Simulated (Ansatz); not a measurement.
# Geometry relaxation, with input and output: Al (part 2 of 2)

Al (slab, 16 atoms in the cell); DFT PBE+D3(BJ), scalar-relativistic, plane waves, PAW, no spin polarisation (Ansatz 0.2.0); cutoff 420 eV, 5×5×1 k-mesh, Gaussian smearing of 0.1 eV. The structure derives from an entry of the Crystallography Open Database. The input holds or restrains some coordinates. Forces given for the steps count only the free coordinates. It belongs to a series of runs on one base structure; here: clean slab, lower half held.

Geometry of the input (Å; fractional positions):
```
5.6324  0.0000  0.0000
0.0000  5.6324  0.0000
0.0000  0.0000  22.9741
Al 0.2500  0.2500  0.3700
Al 0.2500  0.7500  0.3700
Al 0.7500  0.2500  0.3700
Al 0.7500  0.7500  0.3700
Al 0.5000  0.5000  0.4567
Al 0.5000  0.0000  0.4567
Al 0.0000  0.5000  0.4567
Al 0.0000  0.0000  0.4567
Al 0.7500  0.7500  0.5433
Al 0.7500  0.2500  0.5433
Al 0.2500  0.7500  0.5433
Al 0.2500  0.2500  0.5433
Al 0.0000  0.0000  0.6300
Al 0.0000  0.5000  0.6300
Al 0.5000  0.0000  0.6300
Al 0.5000  0.5000  0.6300
```

```
WARN: The output density's exchange-correlation potential varies sharply where the density is thin. Do not read a vacuum level from v_tot or v_xc, or from such a field of the output density. On a cell that repeats whose density bears no net charge and no dipole along the vacuum's axis use v_es (v_loc + v_h of the components); under efield.dipole_correction with no amplitude use v_es + v_field, which holds any external_charges[].barrier, or the levels of the report's work_function block, which leave it out; under a non-zero efield.amplitude the vacuum is tilted and has no level; on a cell that repeats and bears such a dipole with no correction it is tilted too, and efield.dipole_correction with no amplitude gives each side of its ramp a level where efield: is served; in a cell that repeats whose density bears a net charge (total_charge, or a fill off its count) it is curved and has none; of a slab under crystal.periodic whose density bears no net charge use v_es, which has a level on each side, short of where the two are joined; of another it falls or rises all the way out and has none; of a slab beside external_charges read slab_vacuum_level instead, which it has where they leave it neutral. The grid or the basis barely resolves most such structure, and the values can differ between equally converged runs; as a rule a tighter scf.convergence.dr2_threshold does not remove it. Where the density itself ripples (under the LDA too) a higher basis.ecutwfc lessens it. The files hold the spikes' plane waves up to the density's cutoff. Files: v_tot_of_output_density and the like, and their columns of v_z.tsv (output.write_potential); v_xc_of_output_density and the like, and their columns of v_comp_z.tsv (output.write_potential_components). Measured: with its Gaussian average of σ = 0.25 Å subtracted twice, the exchange-correlation potential is over 0.1 eV at 28 of the grid points where the equally averaged density (valence and model cores) is under 1e-3 e/Å³, and 0.160 eV at the most among them, at an averaged density of 4.2e-8 e/Å³. The input density's (outcome.potential() and, of a run that writes arrays, v_tot and v_xc) is over 0.1 eV, so measured, at 40 points of its own thin density, 0.122 eV at the most. See output.write_potential in the manual, Limitations
SCF converged after 7 iterations
Free energy (F): -8600.156770 eV
Harris-Foulkes:  -8600.156770 eV  (|F-HF|=3.25e-8)
Internal energy: -8600.101207 eV  (E = F + TS)
E sigma→0 (E₀):  -8600.128989 eV
Entropy (-TS):   -0.055563 eV (-3.473 meV/atom)
Fermi energy:    0.162463 eV
Dipole field:    D = 0.000907 V/Å  (p = 0.003654 e·Å, saw-weighted, corrected)
Work function:   Φ+ = 4.2904 eV   Φ− = 4.3112 eV
Levels:          The Fermi level and band energies are counted from a zero that moves with the ramp; work functions are not
--- Per-component energies (eV) ---
  E_band       = -188.408738
  E_kinetic    = 349.349659
  E_local      = -10257.333746  (includes V_loc(G=0)·N_el)
  E_nonlocal   = 168.718697
  E_hartree    = 5030.104433
  E_xc         = -626.488760
  E_vxc        = -450.718920  (∫ρ·V_xc dr)
  E_paw        = -7477.333411  (= ΣΔE_a)
  E_vpaw       = -58.627530  (= ΣTr[D̂ρ^β])
  E_aug_tail   = -0.000034  (compensation charges beyond the density's cutoff)
  E_efield     = 0.000002  (sawtooth field / dipole correction)
  E_vefield    = -0.002597  (∫n·V_field dr)
  E_ewald      = 4216.819417
  E_disp       = -3.937464  (pairwise vdW)
  E_smearing   = -0.055563  (= −TS)
  E_closure    = -0.000000  (closes the sum)
  Σ components = -8600.156770   (vs F -8600.156770, Δ=0.00e0)
--- Forces (eV/Å), atoms counted from 1 ---
  atom   1  Al    -0.00000000     0.00000000    -0.24398984
  atom   2  Al    -0.00000000     0.00000000    -0.24398984
  atom   3  Al    -0.00000000     0.00000000    -0.24398984
  atom   4  Al    -0.00000000     0.00000000    -0.24398984
  atom   5  Al     0.00000000     0.00000000     0.24677451
  atom   6  Al     0.00000000    -0.00000000     0.24677451
  atom   7  Al     0.00000000    -0.00000000     0.24677451
  atom   8  Al     0.00000000    -0.00000000     0.24677451
  atom   9  Al    -0.00000000     0.00000000    -0.00369118
  atom  10  Al    -0.00000000     0.00000000    -0.00369118
  atom  11  Al    -0.00000000     0.00000000    -0.00369118
  atom  12  Al    -0.00000000     0.00000000    -0.00369118
  atom  13  Al     0.00000000    -0.00000000     0.00087965
  atom  14  Al     0.00000000    -0.00000000     0.00087965
  atom  15  Al     0.00000000    -0.00000000     0.00087965
  atom  16  Al     0.00000000    -0.00000000     0.00087965
  max |Σ_I F_I| component: 1.07e-4 eV/Å
--- Band table (eV; the first three rows and the last of 6) ---
  k-point 0: bands = ["-10.5903", "-9.2510", "-7.0735", "-6.0316", "-6.0316", "-6.0054", "-6.0054", "-4.7192", "-4.7192", "-4.6959", "-4.6959", "-4.2909", "-2.6024", "-2.6024", "-2.5772", "-2.5772", "-2.2146", "-2.2146", "-1.9578", "-0.9882", "-0.9882", "-0.8241", "-0.7504", "0.1453", "0.1453", "0.1648", "0.1648", "0.5691", "0.6433", "1.0622", "1.0622", "1.4499", "2.4612", "2.4612", "2.4903", "2.4903", "2.6599", "2.7106", "3.5298", "3.6664"]
  k-point 1: bands = ["-10.4044", "-9.0666", "-7.6458", "-6.8910", "-6.3300", "-5.8527", "-5.8262", "-4.5417", "-4.5179", "-4.1841", "-4.1092", "-4.0489", "-3.2478", "-3.2250", "-2.7592", "-2.4263", "-2.4014", "-1.9744", "-1.9508", "-1.7847", "-1.4589", "-0.5925", "0.1107", "0.1214", "0.3175", "0.3371", "0.5566", "0.6085", "0.7325", "1.6157", "1.8828", "1.9398", "2.2529", "2.6313", "2.6604", "2.7645", "2.7861", "3.6286", "3.7108", "3.9539"]
  k-point 2: bands = ["-9.8483", "-8.9263", "-8.5148", "-7.6000", "-6.3450", "-5.4399", "-5.3184", "-5.2913", "-4.4380", "-4.4111", "-4.0122", "-3.9870", "-3.5666", "-3.1419", "-3.1156", "-2.6788", "-1.9008", "-1.8773", "-1.7522", "-1.2673", "-1.0384", "-1.0178", "-0.5657", "-0.3285", "0.7861", "0.8288", "0.8484", "1.5912", "1.6459", "1.6658", "2.0623", "2.2051", "2.7879", "2.8381", "3.1106", "3.1359", "3.1650", "3.8649", "3.8896", "4.1542"]
  k-point 5: bands = ["-9.1101", "-8.1932", "-8.1932", "-7.7823", "-7.2829", "-6.8725", "-6.8725", "-5.9694", "-5.6202", "-4.7201", "-4.7201", "-3.8269", "-2.8475", "-1.9678", "-1.9678", "-1.1258", "-1.1258", "-1.0910", "-0.8544", "-0.5765", "0.0795", "0.0795", "0.3256", "0.3256", "0.3719", "0.7141", "0.8498", "1.1131", "2.0491", "2.0748", "2.1887", "2.1887", "2.2293", "2.4205", "2.6303", "2.6303", "3.1636", "3.7009", "3.9050", "3.9050"]
--- Relaxed structure (3 steps of the walk, 3 accepted, 0 SCFs on fresh bases) ---
  F+E_penalty+E_count = -8600.15677001 eV   max|allowed force component| = 3.691e-3 eV/Å
  atoms:
    - { symbol: Al, position: [0.24999999999999997, 0.24999999999999997, 0.3699820345] }
    - { symbol: Al, position: [0.24999999999999997, 0.7499999999999999, 0.3699820345] }
    - { symbol: Al, position: [0.7499999999999999, 0.24999999999999997, 0.3699820345] }
    - { symbol: Al, position: [0.7499999999999999, 0.7499999999999999, 0.3699820345] }
    - { symbol: Al, position: [0.49999999999999994, 0.49999999999999994, 0.4566606782] }
    - { symbol: Al, position: [0.49999999999999994, 0.0, 0.4566606782] }
    - { symbol: Al, position: [0.0, 0.49999999999999994, 0.4566606782] }
    - { symbol: Al, position: [0.0, 0.0, 0.4566606782] }
    - { symbol: Al, position: [0.7499999999999999, 0.7499999999999999, 0.546963812333928] }
    - { symbol: Al, position: [0.7499999999999999, 0.24999999999999997, 0.546963812333928] }
    - { symbol: Al, position: [0.24999999999999997, 0.7499999999999999, 0.546963812333928] }
    - { symbol: Al, position: [0.24999999999999997, 0.24999999999999997, 0.546963812333928] }
    - { symbol: Al, position: [5.368750612929137e-18, 1.282260793642121e-35, 0.6367925404611944] }
    - { symbol: Al, position: [5.368750612929138e-18, 0.49999999999999994, 0.6367925404611944] }
    - { symbol: Al, position: [0.49999999999999994, -3.8467823809263634e-35, 0.6367925404611944] }
    - { symbol: Al, position: [0.49999999999999994, 0.49999999999999994, 0.6367925404611944] }
```

### Trajectory as extended XYZ (Å, eV, eV/Å), 3 frames, from step=1 to step=3
```
16
Lattice="5.6324 0.0000 0.0000 0.0000 5.6324 0.0000 0.0000 0.0000 22.9741" Properties=species:S:1:pos:R:3:forces:R:3 step=1 energy=-8600.05858
Al    1.4081    1.4081    8.5000    0.0000   0.0000  -0.2843
Al    1.4081    4.2243    8.5000    0.0000   0.0000  -0.2843
Al    4.2243    1.4081    8.5000    0.0000   0.0000  -0.2843
Al    4.2243    4.2243    8.5000    0.0000   0.0000  -0.2843
Al    2.8162    2.8162   10.4914    0.0000   0.0000  -0.0978
Al    2.8162    0.0000   10.4914    0.0000   0.0000  -0.0978
Al    0.0000    2.8162   10.4914    0.0000   0.0000  -0.0978
Al    0.0000    0.0000   10.4914    0.0000   0.0000  -0.0978
Al    4.2243    4.2243   12.4827    0.0000   0.0000   0.0978
Al    4.2243    1.4081   12.4827    0.0000   0.0000   0.0978
Al    1.4081    4.2243   12.4827    0.0000   0.0000   0.0978
Al    1.4081    1.4081   12.4827    0.0000   0.0000   0.0978
Al    0.0000    0.0000   14.4741    0.0000   0.0000   0.2843
Al    0.0000    2.8162   14.4741    0.0000   0.0000   0.2843
Al    2.8162    0.0000   14.4741    0.0000   0.0000   0.2843
Al    2.8162    2.8162   14.4741    0.0000   0.0000   0.2843
16
Lattice="5.6324 0.0000 0.0000 0.0000 5.6324 0.0000 0.0000 0.0000 22.9741" Properties=species:S:1:pos:R:3:forces:R:3 step=2 energy=-8600.15054
Al    1.4081    1.4081    8.5000    0.0000   0.0000  -0.2347
Al    1.4081    4.2243    8.5000    0.0000   0.0000  -0.2347
Al    4.2243    1.4081    8.5000    0.0000   0.0000  -0.2347
Al    4.2243    4.2243    8.5000    0.0000   0.0000  -0.2347
Al    2.8162    2.8162   10.4914    0.0000   0.0000   0.3285
Al    2.8162    0.0000   10.4914    0.0000   0.0000   0.3285
Al    0.0000    2.8162   10.4914    0.0000   0.0000   0.3285
Al    0.0000    0.0000   10.4914    0.0000   0.0000   0.3285
Al    4.2243    4.2243   12.5920    0.0000   0.0000  -0.0512
Al    4.2243    1.4081   12.5920    0.0000   0.0000  -0.0512
Al    1.4081    4.2243   12.5920    0.0000   0.0000  -0.0512
Al    1.4081    1.4081   12.5920    0.0000   0.0000  -0.0512
Al    0.0000    0.0000   14.6690    0.0000   0.0000  -0.0425
Al    0.0000    2.8162   14.6690    0.0000   0.0000  -0.0425
Al    2.8162    0.0000   14.6690    0.0000   0.0000  -0.0425
Al    2.8162    2.8162   14.6690    0.0000   0.0000  -0.0425
16
Lattice="5.6324 0.0000 0.0000 0.0000 5.6324 0.0000 0.0000 0.0000 22.9741" Properties=species:S:1:pos:R:3:forces:R:3 step=3 energy=-8600.15677
Al    1.4081    1.4081    8.5000    0.0000   0.0000  -0.2440
Al    1.4081    4.2243    8.5000    0.0000   0.0000  -0.2440
Al    4.2243    1.4081    8.5000    0.0000   0.0000  -0.2440
Al    4.2243    4.2243    8.5000    0.0000   0.0000  -0.2440
Al    2.8162    2.8162   10.4914    0.0000   0.0000   0.2468
Al    2.8162    0.0000   10.4914    0.0000   0.0000   0.2468
Al    0.0000    2.8162   10.4914    0.0000   0.0000   0.2468
Al    0.0000    0.0000   10.4914    0.0000   0.0000   0.2468
Al    4.2243    4.2243   12.5660    0.0000   0.0000  -0.0037
Al    4.2243    1.4081   12.5660    0.0000   0.0000  -0.0037
Al    1.4081    4.2243   12.5660    0.0000   0.0000  -0.0037
Al    1.4081    1.4081   12.5660    0.0000   0.0000  -0.0037
Al    0.0000    0.0000   14.6297    0.0000   0.0000   0.0009
Al    0.0000    2.8162   14.6297    0.0000   0.0000   0.0009
Al    2.8162    0.0000   14.6297    0.0000   0.0000   0.0009
Al    2.8162    2.8162   14.6297    0.0000   0.0000   0.0009
```

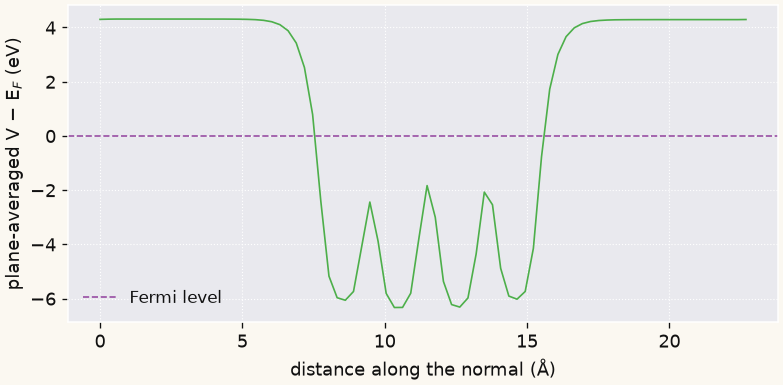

**Figure 1.** Plane average of the electrostatic potential energy of an electron across the cell, from the Fermi level. The vacuum level lies 4.29 eV above the Fermi level on the upper side and 4.31 eV on the lower.

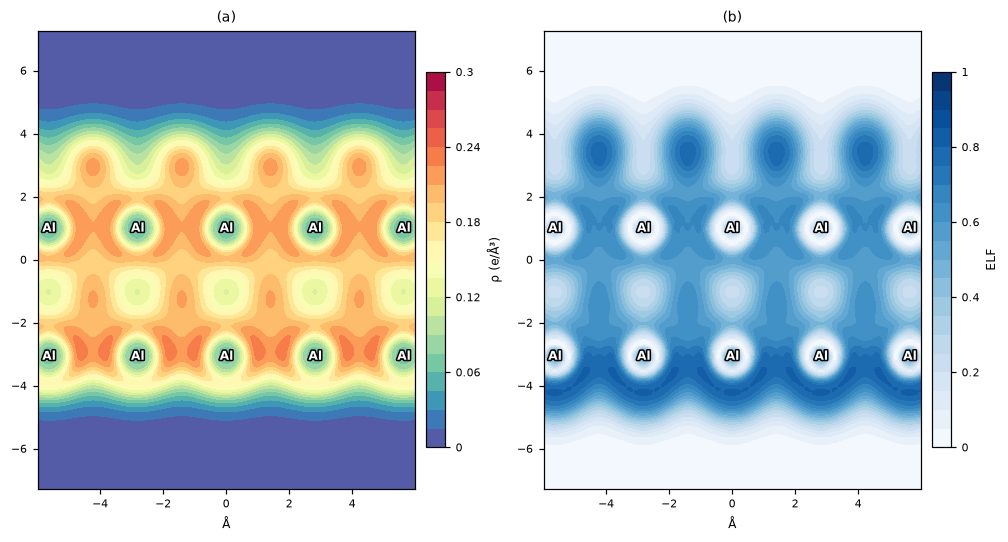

**Figure 2.** (a) valence electron density; (b) electron localisation function on the (100) plane of the calculation cell, a cut from vacuum to vacuum. Atoms in the plane: Al. Al–Al (2.82 Å): ρ at the midpoint is about 0.22 e/Å³; the ELF is about 0.75 at the midpoint; no localised pair between them. The density dies away to nearly zero in the vacuum. Core electrons are frozen (PAW), so the fields are smoothed inside the atomic spheres.

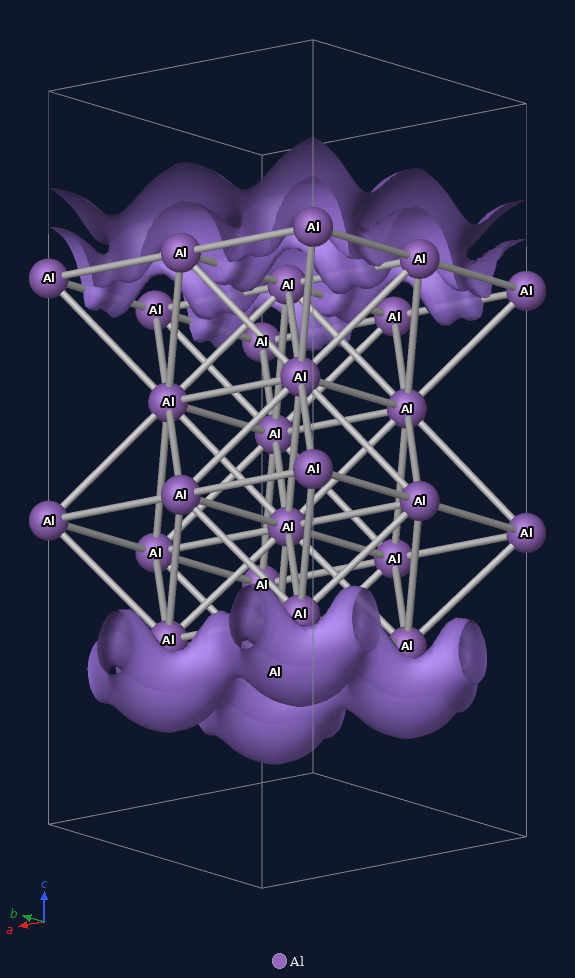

**Figure 3.** Isosurface of the electron localisation function at 0.7 (purple), seen at an oblique angle. Core shells and regions of very low density are left out. Sticks mark near contacts. Along the contacts the grid gives the following. Al–Al (2.82 Å): the ELF is about 0.75 at the midpoint; no localised pair between them. Al–Al (2.87 Å): the ELF is about 0.60 at the midpoint (nearly free electrons, as in a simple metal).
